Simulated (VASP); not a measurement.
# CaO (Lime): structure and properties in VASP, part 3 of 6

Aim: relax CaO (Lime), then compute properties on the relaxed cell. The start is a cell from a database of measured crystal structures.

VASP 6.6.1; r2SCAN with rVV10; plane waves and PAW (Ca_sv, O).

So far, gap on the k-mesh (eV): step 2 (full relaxation (r2SCAN + rVV10)) 4.15; step 4 (single point with fields (r2SCAN + rVV10)) 4.15.

## Step 5: Bands along the symmetry lines (r2SCAN + rVV10)

Levels along the symmetry lines show where the bands peak and cross; KPOINTS_OPT computes them in the converged potential.

File INCAR:

```
SYSTEM = CaO
PREC = Accurate
ENCUT = 520
EDIFF = 1E-06
NELM = 100
ISMEAR = 0
SIGMA = 0.05
LREAL = .FALSE.
ALGO = Normal
METAGGA = R2SCAN
LUSE_VDW = .TRUE.
IVDW_NL = 2
BPARAM = 11.95
CPARAM = 0.0093
LASPH = .TRUE.
NBANDS = 20
LORBIT = 11
LWAVE = .FALSE.
LCHARG = .FALSE.
KPAR = 2
```

File POSCAR:

```
CaO
1.0
    0.0000000000      2.3970185429      2.3970185429
    2.3970185429      0.0000000000      2.3970185429
    2.3970185429      2.3970185429      0.0000000000
Ca O
1 1
Direct
    0.0000000000      0.0000000000      0.0000000000
    0.5000000000      0.5000000000      0.5000000000
```

File KPOINTS:

```
Automatic mesh
0
Gamma
10 10 10
0 0 0
```

File KPOINTS_OPT:

```
Line mode
16
Line-mode
Reciprocal
  0.00000000   0.00000000   0.00000000 GAMMA
  0.50000000   0.00000000   0.50000000 X

  0.50000000   0.00000000   0.50000000 X
  0.50000000   0.25000000   0.75000000 W

  0.50000000   0.25000000   0.75000000 W
  0.37500000   0.37500000   0.75000000 K

  0.37500000   0.37500000   0.75000000 K
  0.00000000   0.00000000   0.00000000 GAMMA

  0.00000000   0.00000000   0.00000000 GAMMA
  0.50000000   0.50000000   0.50000000 L

  0.50000000   0.50000000   0.50000000 L
  0.62500000   0.25000000   0.62500000 U

  0.62500000   0.25000000   0.62500000 U
  0.50000000   0.25000000   0.75000000 W

  0.50000000   0.25000000   0.75000000 W
  0.50000000   0.50000000   0.50000000 L

  0.50000000   0.50000000   0.50000000 L
  0.37500000   0.37500000   0.75000000 K

  0.62500000   0.25000000   0.62500000 U
  0.50000000   0.00000000   0.50000000 X
```

PAW data sets: Ca_sv and O (PBE family, release 64).

Started as:

```sh
$ mpirun -np 2 vasp_std
```

The log of the run:

```text
[... set-up lines as in an earlier step ...]
 entering main loop
       N       E                     dE             d eps       ncg     rms          rms(c)
Total rVV10 correction in eV:      0.3658945    16.0032792
Total rVV10 correction in eV:      0.3658945    16.0032792
DAV:   1     0.120394336165E+03    0.12039E+03   -0.78196E+03  1880   0.830E+02
DAV:   2    -0.196079666239E+02   -0.14000E+03   -0.12953E+03  2056   0.249E+02
DAV:   3    -0.247323948477E+02   -0.51244E+01   -0.50587E+01  2556   0.479E+01
DAV:   4    -0.248446841519E+02   -0.11229E+00   -0.11221E+00  2204   0.655E+00
DAV:   5    -0.248471006485E+02   -0.24165E-02   -0.24164E-02  2400   0.906E-01    0.761E+00
Total rVV10 correction in eV:      0.3913503    16.0032788
Total rVV10 correction in eV:      0.3913503    16.0032788
DAV:   6    -0.189253243158E+02    0.59218E+01   -0.20439E+00  2504   0.172E+01    0.264E+00
Total rVV10 correction in eV:      0.4006320    16.0032789
Total rVV10 correction in eV:      0.4006320    16.0032789
DAV:   7    -0.190360396358E+02   -0.11072E+00   -0.30680E-01  2132   0.352E+00    0.185E+00
Total rVV10 correction in eV:      0.4182295    16.0032789
Total rVV10 correction in eV:      0.4182295    16.0032789
DAV:   8    -0.190510858954E+02   -0.15046E-01   -0.88555E-02  1972   0.282E+00    0.981E-01
Total rVV10 correction in eV:      0.4177065    16.0032789
Total rVV10 correction in eV:      0.4177065    16.0032789
DAV:   9    -0.190352076334E+02    0.15878E-01   -0.24640E-02  2116   0.162E+00    0.141E-01
Total rVV10 correction in eV:      0.4164717    16.0032789
Total rVV10 correction in eV:      0.4164717    16.0032789
DAV:  10    -0.190349459034E+02    0.26173E-03   -0.24595E-03  2128   0.395E-01    0.801E-02
Total rVV10 correction in eV:      0.4170484    16.0032789
Total rVV10 correction in eV:      0.4170484    16.0032789
DAV:  11    -0.190349892942E+02   -0.43391E-04   -0.27037E-04  2088   0.133E-01    0.274E-02
Total rVV10 correction in eV:      0.4173142    16.0032789
Total rVV10 correction in eV:      0.4173142    16.0032789
DAV:  12    -0.190349692880E+02    0.20006E-04   -0.24938E-05  2512   0.457E-02    0.607E-03
Total rVV10 correction in eV:      0.4173735    16.0032789
Total rVV10 correction in eV:      0.4173735    16.0032789
DAV:  13    -0.190349694549E+02   -0.16689E-06   -0.49312E-06  2244   0.157E-02
Total rVV10 correction in eV:      0.4173700    16.0032789
Total rVV10 correction in eV:      0.4173700    16.0032789
Total rVV10 correction in eV:      0.4173834    16.0032789
Total rVV10 correction in eV:      0.4173834    16.0032789
   1 F= -.19034969E+02 E0= -.19034969E+02  d E =-.108820E-27
 Start KPOINTS_OPT (optional k-point list driver)
k-point batch [1-47\160]
       N       E                     dE             ncg
DAV:   1    -0.272233062027E+04   -0.29816E+05     1888
DAV:   2    -0.907249839901E+04   -0.63502E+04     2084
DAV:   3    -0.928400675918E+04   -0.21151E+03     2440
DAV:   4    -0.928790294215E+04   -0.38962E+01     2248
DAV:   5    -0.928796855170E+04   -0.65610E-01     2420
DAV:   6    -0.928797020498E+04   -0.16533E-02     2240
DAV:   7    -0.928797024775E+04   -0.42766E-04     2296
DAV:   8    -0.928797024880E+04   -0.10464E-05     1456
DAV:   9    -0.928797024892E+04   -0.12684E-06     1376
[...]
k-point batch [142-160\160]
       N       E                     dE             ncg
DAV:   1     0.160664687504E+05   -0.14421E+05      760
DAV:   2     0.135031708716E+05   -0.25633E+04      860
DAV:   3     0.134165101148E+05   -0.86661E+02     1020
DAV:   4     0.134147200204E+05   -0.17901E+01      856
DAV:   5     0.134146804340E+05   -0.39586E-01      988
DAV:   6     0.134146793337E+05   -0.11003E-02      876
DAV:   7     0.134146793056E+05   -0.28057E-04      980
DAV:   8     0.134146793050E+05   -0.65192E-06      632
```

It took 6.4 min on 2 MPI ranks of AMD EPYC 7R43, shared host; peak memory 0.48 GiB.

From OUTCAR (step 5):

```text
   k-points           NKPTS =     47   k-points in BZ     NKDIM =     47   number of bands    NBANDS=     20

   NELECT =      16.0000    total number of electrons

 E-fermi :   2.4109

 k-point     1 :       0.0000    0.0000    0.0000
  band No.  band energies     occupation
    ...
      4     -16.8325      2.00000
      5     -14.4489      2.00000
      6       2.0400      2.00000
      7       2.0400      2.00000
      8       2.0400      2.00000
      9       7.4681      0.00000
     10       8.9052      0.00000
     11       8.9052      0.00000
     12       8.9052      0.00000
     13      10.5343      0.00000
    ...

  Total        0.0003826      0.0003826      0.0003826     -0.0000000      0.0000000      0.0000000
  in kB        0.0222524      0.0222524      0.0222524     -0.0000000      0.0000000      0.0000000
  external PRESSURE =       0.0222524 kB  Pullay stress =       0.0000000 kB

 POSITION                                       TOTAL-FORCE (eV/Angst)
 -----------------------------------------------------------------------------------
      0.00000      0.00000      0.00000         0.000000      0.000000      0.000000
      2.39702      2.39702      2.39702        -0.000000      0.000000     -0.000000
 -----------------------------------------------------------------------------------
    total drift:                                0.000000      0.000000      0.000000

  FREE ENERGIE OF THE ION-ELECTRON SYSTEM (eV)
  ---------------------------------------------------
  free  energy   TOTEN  =       -19.0349694549 eV

  energy  without entropy=      -19.0349694549  energy(sigma->0) =      -19.03496945

[... 8 parts as in an earlier step ...]

[... 8 further parts left out ...]
```

Numbers from this step:

| Property | Result |
| --- | --- |
| SCF cycles | 13 |
| bands | 20 |
| Fermi energy | 2.411 eV |
| pressure | 0.002225 GPa |
| least gap on mesh and path | 4.151 eV |
| least direct gap on mesh and path | 4.525 eV |

The electronic bands at the labelled points (eV, zero at the valence-band top; v1 is the highest filled band, c1 the lowest empty one):

| point | v3 | v2 | v1 | c1 | c2 | c3 | c4 |
| --- | --- | --- | --- | --- | --- | --- | --- |
| Γ | 0.00 | 0.00 | 0.00 | 5.43 | 6.87 | 6.87 | 6.87 |
| X | -1.30 | -0.37 | -0.37 | 4.15 | 8.82 | 9.70 | 10.31 |
| W | -1.30 | -1.05 | -1.05 | 6.93 | 6.93 | 9.17 | 10.32 |
| K | -1.33 | -1.21 | -0.79 | 5.70 | 8.70 | 9.35 | 9.81 |
| Γ | 0.00 | 0.00 | 0.00 | 5.43 | 6.87 | 6.87 | 6.87 |
| L | -2.64 | -1.22 | -1.22 | 7.72 | 9.10 | 9.10 | 9.21 |
| U | -1.33 | -1.21 | -0.79 | 5.70 | 8.70 | 9.35 | 9.81 |
| W | -1.30 | -1.05 | -1.05 | 6.93 | 6.93 | 9.17 | 10.32 |
| L | -2.64 | -1.22 | -1.22 | 7.72 | 9.10 | 9.10 | 9.21 |
| K | -1.33 | -1.21 | -0.79 | 5.70 | 8.70 | 9.35 | 9.81 |
| jump to U | -1.33 | -1.21 | -0.79 | 5.70 | 8.70 | 9.35 | 9.81 |
| X | -1.30 | -0.37 | -0.37 | 4.15 | 8.82 | 9.70 | 10.31 |

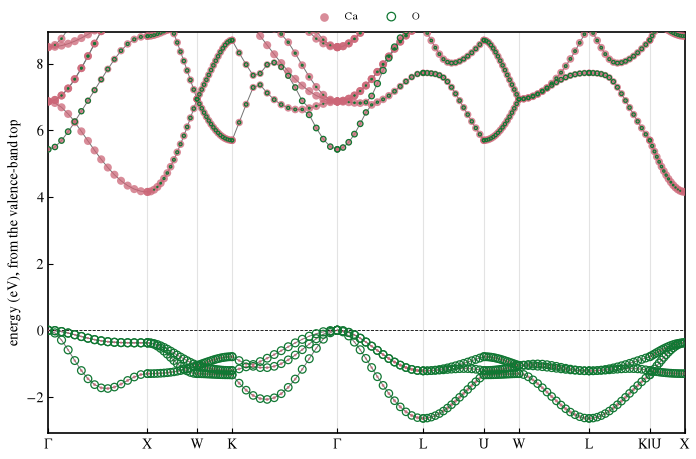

Electronic bands along the path; dots are coloured as in the legend, and their area grows with the weight.

The path finds the gap of the mesh within 0.02 eV, so the mesh comes close to both band edges.

## Step 6: Density of states (r2SCAN + rVV10)

Here the states are counted by energy and projected on the atoms. The mesh is finer than in the run before.

INCAR: that of step 5 with these lines changed.

```diff
@@ -5,3 +5,3 @@
 NELM = 100
-ISMEAR = 0
+ISMEAR = -5
 SIGMA = 0.05
@@ -20 +20,2 @@
 KPAR = 2
+NEDOS = 2001
```

POSCAR is that of step 5.

File KPOINTS:

```
Automatic mesh
0
Gamma
14 14 14
0 0 0
```

Started as:

```sh
$ mpirun -np 2 vasp_std
```

The log of the run:

```text
[... set-up lines as in an earlier step ...]
 entering main loop
       N       E                     dE             d eps       ncg     rms          rms(c)
Total rVV10 correction in eV:      0.3658945    16.0032792
Total rVV10 correction in eV:      0.3658945    16.0032792
DAV:   1     0.123519725110E+03    0.12352E+03   -0.80130E+03  4160   0.841E+02
DAV:   2    -0.195306881842E+02   -0.14305E+03   -0.13232E+03  4576   0.253E+02
DAV:   3    -0.247263487963E+02   -0.51957E+01   -0.51347E+01  5572   0.484E+01
DAV:   4    -0.248449083099E+02   -0.11856E+00   -0.11848E+00  4904   0.656E+00
DAV:   5    -0.248471266426E+02   -0.22183E-02   -0.22183E-02  5220   0.841E-01    0.761E+00
Total rVV10 correction in eV:      0.3913503    16.0032788
Total rVV10 correction in eV:      0.3913503    16.0032788
DAV:   6    -0.189252381214E+02    0.59219E+01   -0.20399E+00  5616   0.173E+01    0.264E+00
Total rVV10 correction in eV:      0.4006370    16.0032789
Total rVV10 correction in eV:      0.4006370    16.0032789
DAV:   7    -0.190360631644E+02   -0.11083E+00   -0.30858E-01  4692   0.353E+00    0.185E+00
Total rVV10 correction in eV:      0.4182042    16.0032789
Total rVV10 correction in eV:      0.4182042    16.0032789
DAV:   8    -0.190512682067E+02   -0.15205E-01   -0.88895E-02  4404   0.283E+00    0.985E-01
Total rVV10 correction in eV:      0.4177091    16.0032789
Total rVV10 correction in eV:      0.4177091    16.0032789
DAV:   9    -0.190352362594E+02    0.16032E-01   -0.24876E-02  4716   0.163E+00    0.142E-01
Total rVV10 correction in eV:      0.4164719    16.0032789
Total rVV10 correction in eV:      0.4164719    16.0032789
DAV:  10    -0.190349701459E+02    0.26611E-03   -0.24715E-03  4740   0.397E-01    0.807E-02
Total rVV10 correction in eV:      0.4170478    16.0032789
Total rVV10 correction in eV:      0.4170478    16.0032789
DAV:  11    -0.190350127928E+02   -0.42647E-04   -0.27395E-04  4648   0.134E-01    0.273E-02
Total rVV10 correction in eV:      0.4173138    16.0032789
Total rVV10 correction in eV:      0.4173138    16.0032789
DAV:  12    -0.190349927952E+02    0.19998E-04   -0.24917E-05  5496   0.458E-02    0.608E-03
Total rVV10 correction in eV:      0.4173735    16.0032789
Total rVV10 correction in eV:      0.4173735    16.0032789
DAV:  13    -0.190349929382E+02   -0.14295E-06   -0.49805E-06  5016   0.157E-02
Total rVV10 correction in eV:      0.4173701    16.0032789
Total rVV10 correction in eV:      0.4173701    16.0032789
Total rVV10 correction in eV:      0.4173832    16.0032789
Total rVV10 correction in eV:      0.4173832    16.0032789
   1 F= -.19034993E+02 E0= -.19034993E+02  d E =0.000000E+00
```

Wall time 6.4 min (2 MPI ranks); peak memory 0.54 GiB; 12 min of CPU time.

Parts of OUTCAR (step 6):

```text
   k-points           NKPTS =    104   k-points in BZ     NKDIM =    104   number of bands    NBANDS=     20

   NELECT =      16.0000    total number of electrons

 E-fermi :   2.0437

 k-point     2 :       0.0714    0.0000    0.0000
  band No.  band energies     occupation
    ...
      4     -16.8351      2.00000
      5     -14.3545      2.00000
      6       1.8526      2.00000
      7       1.9670      2.00000
      8       1.9670      2.00000
      9       7.7107      0.00000
     10       8.8806      0.00000
     11       8.9969      0.00000
     12       8.9969      0.00000
     13      10.6628      0.00000
    ...

  Total        0.0003989      0.0003989      0.0003989      0.0000000      0.0000000     -0.0000000
  in kB        0.0232032      0.0232032      0.0232032      0.0000000      0.0000000     -0.0000000
  external PRESSURE =       0.0232032 kB  Pullay stress =       0.0000000 kB

 POSITION                                       TOTAL-FORCE (eV/Angst)
 -----------------------------------------------------------------------------------
      0.00000      0.00000      0.00000         0.000000      0.000000     -0.000000
      2.39702      2.39702      2.39702        -0.000000     -0.000000      0.000000
 -----------------------------------------------------------------------------------
    total drift:                                0.000000      0.000000      0.000000

  FREE ENERGIE OF THE ION-ELECTRON SYSTEM (eV)
  ---------------------------------------------------
  free  energy   TOTEN  =       -19.0349929382 eV

  energy  without entropy=      -19.0349929382  energy(sigma->0) =      -19.03499294

[... 9 parts as in an earlier step ...]

[... 7 further parts left out ...]
```

Numbers from this step:

| Property | Result |
| --- | --- |
| irreducible k-points | 104 |
| Fermi energy | 2.044 eV |
| pressure | 0.002320 GPa |

The density of states has structure finer than the step of the table below, so its rows give means over 1 eV, whole bins alone (the curve runs from -11.9 to 12.0 eV). Peaks (eV: height): total -1.1: 9.07, 9.4: 4.76; O p -1.1: 5.30; Ca d -1.1: 0.575, 9.4: 3.48, 10.9: 1.71; Ca p -1.3: 0.0811, -1.1: 0.207, 8.3: 0.0525, 9.7: 0.0479; O s 8.1: 0.06, 9.4: 0.125.

States under -11.9 eV and over 12.0 eV are left out. Table of density of states by energy, zero at the valence-band top; means over each step; values in states/eV/cell:

| energy (eV) | total | O p | Ca d | Ca p | O s |
| --- | --- | --- | --- | --- | --- |
| -4 | 0 | 0 | 0 | 0 | 0 |
| -3 | 0.0305 | 0.0141 | 0.00133 | 1.1e-4 | 2.5e-5 |
| -2 | 1.51 | 0.769 | 0.0582 | 0.0278 | 0.00271 |
| -1 | 3.88 | 2.31 | 0.195 | 0.0943 | 0.00176 |
| 0 | 0.588 | 0.385 | 0.0126 | 0.0118 | 1.2e-4 |
| 1 | 0 | 0 | 0 | 0 | 0 |
| 2 | 0 | 0 | 0 | 0 | 0 |
| 3 | 0 | 0 | 0 | 0 | 0 |
| 4 | 0.0328 | 5.1e-4 | 0.0158 | 0 | 0 |
| 5 | 0.318 | 0.0124 | 0.155 | 4.4e-4 | 1.2e-4 |
| 6 | 0.731 | 0.0452 | 0.346 | 0.00362 | 0.00708 |
| 7 | 1.25 | 0.118 | 0.586 | 0.0122 | 0.0184 |
| 8 | 1.94 | 0.177 | 0.950 | 0.0367 | 0.0454 |
| 9 | 2.73 | 0.103 | 1.93 | 0.0246 | 0.0591 |
| 10 | 2.22 | 0.0936 | 1.72 | 0.0216 | 0.0200 |
| 11 | 1.50 | 0.175 | 1.12 | 0.0150 | 0.00229 |

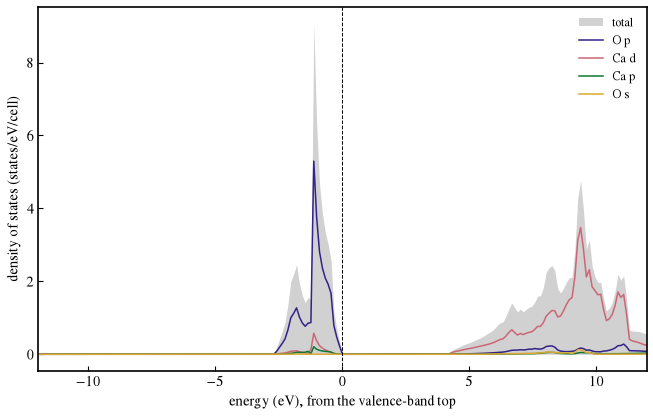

Density of states against energy.

The gap on this mesh is 4.15 eV. In the top eV of the valence band the largest shares in the PAW spheres are O p 62 %. The rest lies in smaller channels or between the spheres.

## Step 7: Volume scan with r2SCAN + rVV10

An equation of state needs energies on both sides of the minimum, all on one mesh and cutoff.

INCAR: that of step 6 with these lines changed.

```diff
@@ -5,3 +5,3 @@
 NELM = 100
-ISMEAR = -5
+ISMEAR = 0
 SIGMA = 0.05
@@ -15,3 +15,3 @@
 LASPH = .TRUE.
-NBANDS = 20
+NBANDS = 14
 LORBIT = 11
@@ -20,2 +20,2 @@
 KPAR = 2
-NEDOS = 2001
+ISIF = 2
```

File POSCAR:

```
CaO
1.0
    0.0000000000      2.3480860670      2.3480860670
    2.3480860670      0.0000000000      2.3480860670
    2.3480860670      2.3480860670      0.0000000000
Ca O
1 1
Direct
    0.0000000000      0.0000000000      0.0000000000
    0.5000000000      0.5000000000      0.5000000000
```

File KPOINTS:

```
Automatic mesh
0
Gamma
10 10 10
0 0 0
```

Started as:

```sh
$ mpirun -np 2 vasp_std
```

The log of the run:

```text
[... set-up lines as in an earlier step ...]
 entering main loop
       N       E                     dE             d eps       ncg     rms          rms(c)
Total rVV10 correction in eV:      0.3542293    16.0032792
Total rVV10 correction in eV:      0.3542293    16.0032792
DAV:   1     0.121567057241E+03    0.12157E+03   -0.87465E+03  1324   0.121E+03
DAV:   2    -0.190179508124E+02   -0.14059E+03   -0.13186E+03  1650   0.319E+02
DAV:   3    -0.246470305440E+02   -0.56291E+01   -0.55862E+01  1540   0.670E+01
DAV:   4    -0.248455045885E+02   -0.19847E+00   -0.19822E+00  1878   0.106E+01
DAV:   5    -0.248473677603E+02   -0.18632E-02   -0.18616E-02  1536   0.116E+00    0.764E+00
Total rVV10 correction in eV:      0.3794631    16.0032792
Total rVV10 correction in eV:      0.3794631    16.0032792
DAV:   6    -0.188805941415E+02    0.59668E+01   -0.36040E+00  1670   0.248E+01    0.257E+00
Total rVV10 correction in eV:      0.3900878    16.0032792
Total rVV10 correction in eV:      0.3900878    16.0032792
DAV:   7    -0.189947781878E+02   -0.11418E+00   -0.56347E-01  1328   0.574E+00    0.194E+00
Total rVV10 correction in eV:      0.4032728    16.0032792
Total rVV10 correction in eV:      0.4032728    16.0032792
DAV:   8    -0.190255984975E+02   -0.30820E-01   -0.20891E-01  1352   0.512E+00    0.131E+00
Total rVV10 correction in eV:      0.4063706    16.0032792
Total rVV10 correction in eV:      0.4063706    16.0032792
DAV:   9    -0.189910215873E+02    0.34577E-01   -0.97379E-02  1444   0.328E+00    0.132E-01
Total rVV10 correction in eV:      0.4053441    16.0032792
Total rVV10 correction in eV:      0.4053441    16.0032792
DAV:  10    -0.189906488269E+02    0.37276E-03   -0.53664E-03  1456   0.722E-01    0.790E-02
Total rVV10 correction in eV:      0.4052247    16.0032792
Total rVV10 correction in eV:      0.4052247    16.0032792
DAV:  11    -0.189908457829E+02   -0.19696E-03   -0.95373E-04  1406   0.273E-01    0.633E-02
Total rVV10 correction in eV:      0.4057712    16.0032792
Total rVV10 correction in eV:      0.4057712    16.0032792
DAV:  12    -0.189907391068E+02    0.10668E-03   -0.29422E-04  1484   0.159E-01    0.991E-03
Total rVV10 correction in eV:      0.4057825    16.0032792
Total rVV10 correction in eV:      0.4057825    16.0032792
DAV:  13    -0.189907423122E+02   -0.32054E-05   -0.20458E-05  1584   0.452E-02    0.767E-03
Total rVV10 correction in eV:      0.4058011    16.0032792
Total rVV10 correction in eV:      0.4058011    16.0032792
DAV:  14    -0.189907429515E+02   -0.63935E-06   -0.27017E-07   716   0.543E-03
Total rVV10 correction in eV:      0.4057643    16.0032792
Total rVV10 correction in eV:      0.4057643    16.0032792
Total rVV10 correction in eV:      0.4057904    16.0032792
Total rVV10 correction in eV:      0.4057904    16.0032792
   1 F= -.18990743E+02 E0= -.18990743E+02  d E =-.401538E-12
```

Wall time 2.4 min (2 MPI ranks); peak memory 0.47 GiB; 4.7 min of CPU time.

OUTCAR, selected parts (step 7):

```text
   ENCUT  =  520.0 eV  38.22 Ry    6.18 a.u.   6.17  6.17  6.17*2*pi/ulx,y,z

   NELECT =      16.0000    total number of electrons

 E-fermi :   2.6238

 k-point     1 :       0.0000    0.0000    0.0000
  band No.  band energies     occupation
    ...
      4     -16.1666      2.00000
      5     -14.2050      2.00000
      6       2.4049      2.00000
      7       2.4049      2.00000
      8       2.4049      2.00000
      9       8.3789      0.00000
     10       9.4159      0.00000
     11       9.4159      0.00000
     12       9.4159      0.00000
     13      11.1566      0.00000
    ...

  Total        1.3724638      1.3724638      1.3724638      0.0000000      0.0000000     -0.0000000
  in kB       84.9257604     84.9257604     84.9257604      0.0000000      0.0000000     -0.0000000
  external PRESSURE =      84.9257604 kB  Pullay stress =       0.0000000 kB

 POSITION                                       TOTAL-FORCE (eV/Angst)
 -----------------------------------------------------------------------------------
      0.00000      0.00000      0.00000         0.000000      0.000000      0.000000
      2.34809      2.34809      2.34809        -0.000000     -0.000000     -0.000000
 -----------------------------------------------------------------------------------
    total drift:                                0.000000      0.000000      0.000000

  FREE ENERGIE OF THE ION-ELECTRON SYSTEM (eV)
  ---------------------------------------------------
  free  energy   TOTEN  =       -18.9907429515 eV

  energy  without entropy=      -18.9907429515  energy(sigma->0) =      -18.99074295

[... 4 parts as in an earlier step ...]

[... 12 further parts left out ...]
```

The scan keeps the cell's shape and the fractional positions fixed.

This step gave:

```yaml
scf_cycles: 14
bands: 14
irreducible_k_points: 47
free_energy_toten: -18.99 eV
fermi_energy: 2.624 eV
pressure: 8.493 GPa
gap_on_the_k_mesh: 4.121 eV
least_direct_gap_on_the_k_mesh: 4.476 eV
```

The pressure here is 8.49 GPa.

(Part 3 of 6 ends here.)

[Lines on the potential files, build, host, timing and source positions are cut from VASP's logs without a mark.]

[Logs are printed without paths, hosts, clocks, repeated set-up lines and the standing remarks that a program may print on its own settings, such as how far it seeks lower states.]

[Hosts, paths, dates, database ids (printed as entryN), source tags and the programs' standing remarks are cut or masked in the printed files.]

[A measured line is paired with the nearest computed mode of its activity, which favours agreement.]
